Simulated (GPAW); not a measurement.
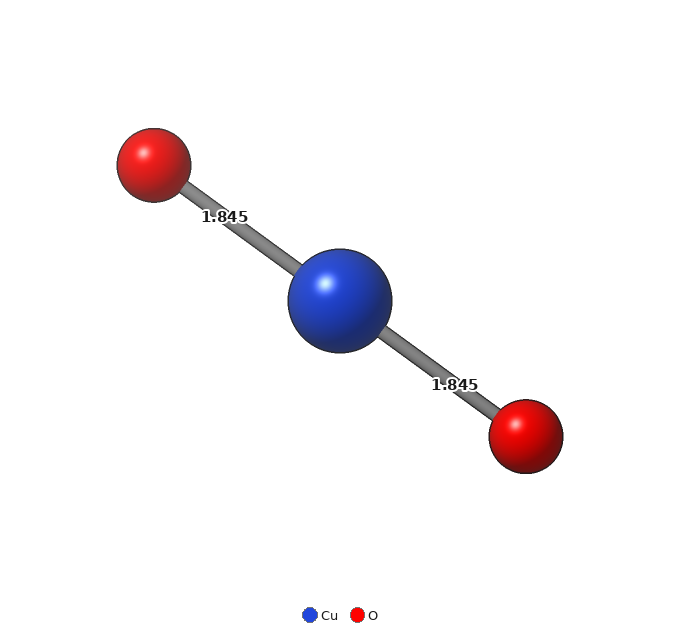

The surroundings of site Cu1 (at 0.750, 0.250, 0.750) in Cu₂O in space group Pn-3m, with bond lengths in Å.

Origin of the cell: an entry of the Crystallography Open Database, as set up for an electronic-structure calculation.

```
CELL_PARAMETERS angstrom
4.26000 0.00000 0.00000
0.00000 4.26000 0.00000
0.00000 0.00000 4.26000
ATOMIC_POSITIONS crystal
Cu 0.75000 0.25000 0.75000
Cu 0.75000 0.75000 0.25000
Cu 0.25000 0.75000 0.75000
Cu 0.25000 0.25000 0.25000
O 0.50000 0.50000 0.50000
O 0.00000 0.00000 0.00000
```

Bond valence s = exp((R0 − d)/b), R0 fitted to published crystal structures with b = 0.37 Å, summed over all anions within 5 Å; R0 in Å: Cu+–O 1.566; Cu2+–O 1.664.

Q: Which oxidation state of Cu do these bonds support?

A: With the Cu+ parameters the computed sum is 2 × 0.470 = 0.94. With the Cu2+ parameters the computed sum is 2 × 0.613 = 1.23. The sum matches its own assumption best for Cu+, which also balances the formula's charge.

Q: And over the whole structure?

A:
```json
{"site": "Cu1", "x, y, z": "0.750, 0.250, 0.750", "formal valence": "+1", "bond-valence sum": "0.97", "difference": "-0.03"}
{"site": "O1", "x, y, z": "0.500, 0.500, 0.500", "formal valence": "−2", "bond-valence sum": "1.95", "difference": "-0.05"}
```

These sums include all anions within 5 Å. The global instability index (root mean square of the differences over all atoms) is 0.04 v.u.: little strain. The cell was not relaxed for this table, and a volume that is off by a few per cent shifts all sums together.
